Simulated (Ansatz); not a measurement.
Given this structure, the input geometry of an electronic-structure calculation (not necessarily at equilibrium); the starting structure was generated, so it need not be a known form of this composition, written in its standard cell:

```
C
1.0
     3.03609    0.00000    0.00000
     0.00000    3.03609    0.00000
     0.00000    0.00000    3.03609
C
4
Direct
  0.00000 0.00000 0.00000
  0.00000 0.50000 0.50000
  0.50000 0.00000 0.50000
  0.50000 0.50000 0.00000
```

### What does the kinematic electron diffraction pattern along [110] look like at 300 kV (B = 0.3 Å²)?

The spots form a centred rectangular net with both shortest vectors at d = 1.75 Å, 70.5° apart. They are -1 1 -1 and -1 1 1. The pattern has symmetry 2mm. The lattice centring (F) removes all reflections that break h + k = 2n, h + l = 2n.

Strongest reflections with d > 0.80 Å, one of each family (|F|² from tabulated Gaussian fits of the electron scattering factors, times a small damping for the curvature of the Ewald sphere):

```json
{"hkl": "1 -1 1", "d (Å)": "1.753", "I (strongest = 100)": "100"}
{"hkl": "0 0 2", "d (Å)": "1.518", "I (strongest = 100)": "66"}
{"hkl": "2 -2 0", "d (Å)": "1.073", "I (strongest = 100)": "20"}
{"hkl": "1 -1 3", "d (Å)": "0.915", "I (strongest = 100)": "11"}
{"hkl": "2 -2 2", "d (Å)": "0.876", "I (strongest = 100)": "9"}
```

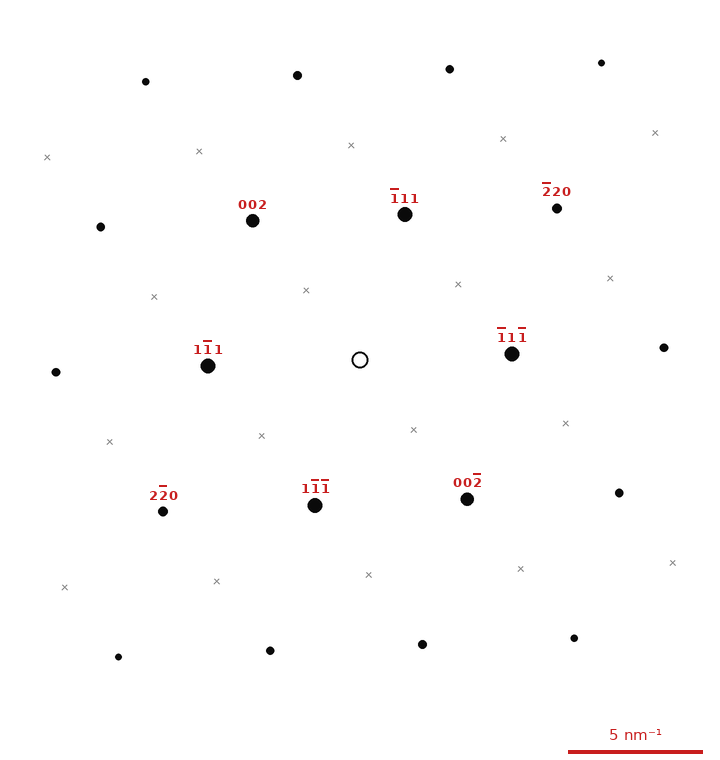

Calculated pattern, seen from the source side with [110] pointing towards the source; crosses mark the places of extinct reflections.
